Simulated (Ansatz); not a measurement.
## Electronic structure of SiO2 in real space

The calculation's input:

```
crystal:
  lattice:
    - [4.508138421, -5.1273102223, 0.0]
    - [4.508138421, 5.1273102223, 0.0]
    - [0.0, 0.0, 8.9926986]
  atoms:
    - { symbol: Si, position: [0.30687689, 0.03930053, 0.90952002] }
    - { symbol: Si, position: [0.46069947, 0.19312311, 0.59047998] }
    - { symbol: Si, position: [0.03930053, 0.30687689, 0.09047998] }
    - { symbol: Si, position: [0.19312311, 0.46069947, 0.40952002] }
    - { symbol: Si, position: [0.96069947, 0.69312311, 0.90952002] }
    - { symbol: Si, position: [0.69312311, 0.96069947, 0.09047998] }
    - { symbol: Si, position: [0.80687689, 0.53930053, 0.59047998] }
    - { symbol: Si, position: [0.53930053, 0.80687689, 0.40952002] }
    - { symbol: O, position: [0.80781623, 0.80781623, 0.0] }
    - { symbol: O, position: [0.63209758, 0.86790242, 0.25] }
    - { symbol: O, position: [0.69218377, 0.69218377, 0.5] }
    - { symbol: O, position: [0.33314225, 0.66685775, 0.38700594] }
    - { symbol: O, position: [0.13209758, 0.36790242, 0.25] }
    - { symbol: O, position: [0.86790242, 0.63209758, 0.75] }
    - { symbol: O, position: [0.19218377, 0.19218377, 0.0] }
    - { symbol: O, position: [0.36790242, 0.13209758, 0.75] }
    - { symbol: O, position: [0.0, 0.5, 0.0] }
    - { symbol: O, position: [0.16685775, 0.83314225, 0.88700594] }
    - { symbol: O, position: [0.66685775, 0.33314225, 0.61299406] }
    - { symbol: O, position: [0.83314225, 0.16685775, 0.11299406] }
    - { symbol: O, position: [0.30781623, 0.30781623, 0.5] }
    - { symbol: O, position: [0.5, 0.0, 0.0] }
    - { symbol: O, position: [0.0, 0.5, 0.5] }
    - { symbol: O, position: [0.5, 0.0, 0.5] }
kpoints:
  mp_grid: { grid: [3, 3, 3] }
scf:
  occupations: { method: fermi_dirac, width: 0.02 }
hamiltonian:
  xc: r2scan
  pseudopotentials: { kind: paw }
output:
  forces: true
  stress: true
  populations: true
  efg: { quadrupole_moments_barn: { O: -0.02558 }, contact_densities: true }
  write_density: true
  write_potential: true
  elf: true
  volumetric_format: npy
```

Command:

```sh
ansatz run input.yaml --threads 1 --pin off --max-ram 2560MiB --backend cpu --events-out ev --progress --plain --runs-dir out
```

Below, planes, directions and counts refer to the conventional cell (a = 9.02 Å, b = 10.25 Å, c = 8.99 Å, α = 90.00°, β = 90.00°, γ = 90.00°).

Space group Cmce; a structure from a database of computed crystals, not necessarily the ambient phase.

These are results of DFT, r2SCAN, plane-wave PAW, default files, scalar-relativistic in Ansatz, not measurements.

The density is the valence pseudo-density of a PAW calculation; it isn't the true density close to the nuclei.

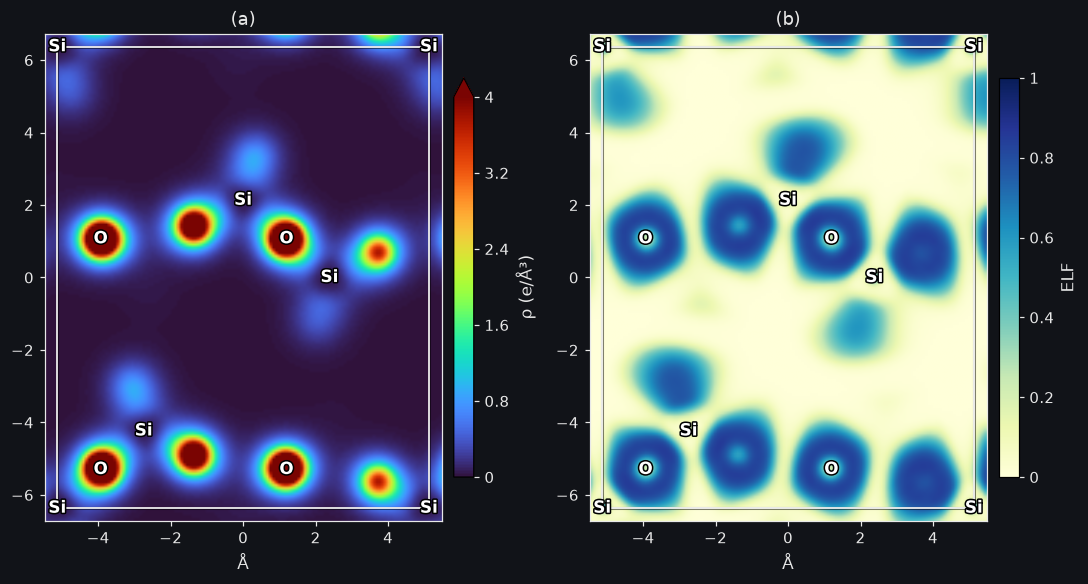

Figure 1. (a) valence charge density (pseudo); (b) electron localisation function on the (101) plane of the conventional cell.

Q: Describe what can be read from this map.

A: Atoms in the plane: Si and O. Atoms just off the plane (O, 0.3 Å away) can leave unmarked features too. Si–O (1.60 Å): ρ at the midpoint is about 1.3 e/Å³; the ELF peaks at about 0.85 between the atoms: a shared but strongly polarised pair. The density dies away to nearly zero in the voids. The ELF also peaks beside O, away from the bonds: lone-pair regions.

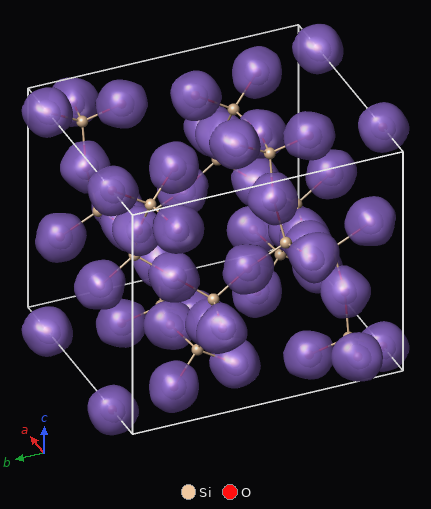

Figure 2. Isosurface of the electron localisation function at 0.75 (purple), seen at an oblique angle. Only the valence region is drawn (cores and ρ < 0.01 e/Å³ removed). Sticks mark near contacts.

Q: Where are the electrons localised?

A: At this value the surface marks out 32 regions on O in which the atom's valence shell and bonds are merged, counted in one cell of 48 atoms. Any copies at cell faces, edges or corners count once.

Q: Does the calculation give a band gap?

A: It is gapped, with a Kohn–Sham gap of 6.1 eV on the k-point mesh (the band edges may lie off the mesh, which would make the gap smaller).
